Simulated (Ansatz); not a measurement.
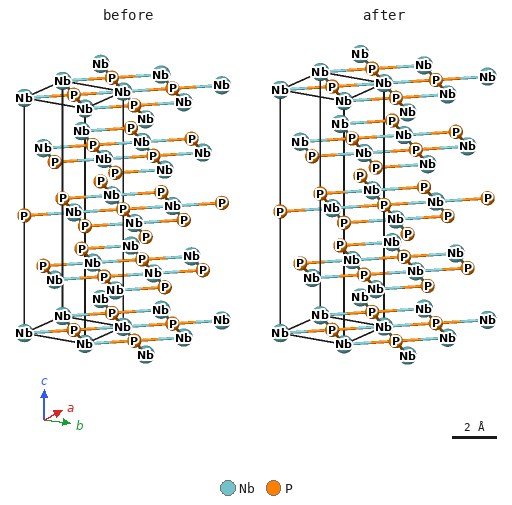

Left: a symmetric starting cell of NbP. Right: the same structure after one change, at the same scale. Style: ball-and-stick. Shown: the conventional cell (2 times the calculation's cell), repeated 2 × 2 × 1 with one cell outlined, from a free direction. Lengths and directions refer to the drawn axes.

These are results of DFT PBEsol, scalar-relativistic, plane waves, PAW (Ansatz), not measurements. Set-up: plane-wave cutoff 420 eV; k-point mesh 18 × 18 × 18; occupations gaussian; smearing width 0.1 eV; no spin polarisation.

**Which change leads from the left to the right?**

The cell is strained by +3.4 % along c and +4.9 % across it (volume +13.8 %), the atoms keeping their fractional coordinates. No relaxation follows. The starting cell wasn't computed here and needn't be at equilibrium, so pressure and forces aren't due to the change alone.

**How do the computed properties respond?**

The pressure is −9.9 GPa (not all of it need come from the change, since the unchanged cell can be under pressure at this level too). The principal stresses (compression positive) are −18.3 GPa along c and −5.7 GPa across it. All forces vanish by symmetry. Near-neighbour distances before and after: Nb–P 2.351 → 2.467 Å. The space group stays I4_1/amd (No. 141).
